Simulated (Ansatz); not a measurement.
```
CELL_PARAMETERS angstrom
3.82056 0.00000 0.00000
0.00000 3.82056 0.00000
0.00000 0.00000 42.05620
ATOMIC_POSITIONS crystal
Sn 0.50000 0.00000 0.41475
O 0.00000 0.00000 0.44270
O 0.50000 0.50000 0.44270
Sn 0.00000 0.50000 0.47057
Sn 0.50000 0.00000 0.52943
O 0.00000 0.00000 0.55730
O 0.50000 0.50000 0.55730
Sn 0.00000 0.50000 0.58525
```

All numbers below come from Ansatz, DFT PBE+D3(BJ), scalar-relativistic, plane waves, PAW.

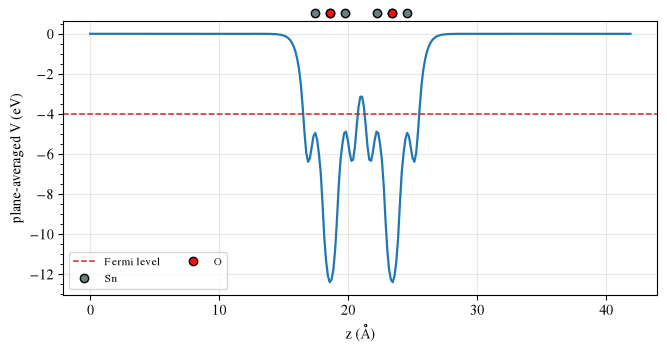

SnO (slab). Plane average of the electrostatic potential energy of an electron across the slab. Circles mark the heights of the atoms.

Core electrons are frozen (PAW), and the valence fields are smoothed inside the atomic spheres.

How far above the Fermi level of the calculation is the vacuum level?

Answer. 4.0 eV. The slab has a gap, so the Fermi level lies inside it and this isn't a work function in the metallic sense.

How thick is the slab, and how wide the vacuum?

Answer. The outermost nuclei are 7.2 Å apart, in 6 atomic planes; the vacuum between periodic images is 34.9 Å wide.
